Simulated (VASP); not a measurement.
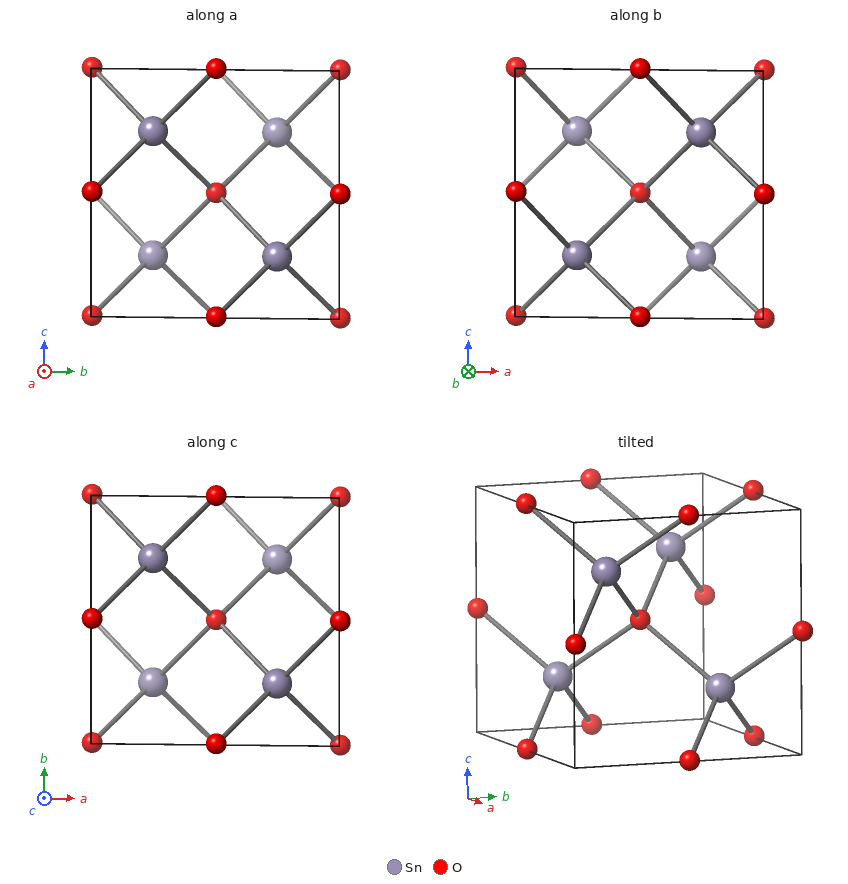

The crystal in a ball-and-stick representation, seen along the a axis, along the b axis, along the c axis and slightly off an axis. The wireframe shows the drawn cell (a repeat of the simulation cell).

Lattice parameters: a = 5.389 Å, b = 5.389 Å, c = 5.389 Å, α = 90.59°, β = 90.59°, γ = 90.59°. Put a along x and b in the xy plane.

**Express the structure as a POSCAR file, with free fractional coordinates to two decimals.**

```
Sn O
1.0
     5.389    0.000    0.000
    -0.055    5.388    0.000
    -0.055   -0.056    5.388
Sn O
4 4
Direct
  0.25 0.25 0.25
  0.75 0.75 0.25
  0.75 0.25 0.75
  0.25 0.75 0.75
  0.50 0.00 0.00
  0.00 0.50 0.00
  0.00 0.00 0.50
  0.50 0.50 0.50
```

Its origin is a structure type filled with these elements by a generator (whether the compound takes this form wasn't checked). The cell was then strained or its atoms displaced on purpose. An electronic-structure calculation with VASP was run on it.
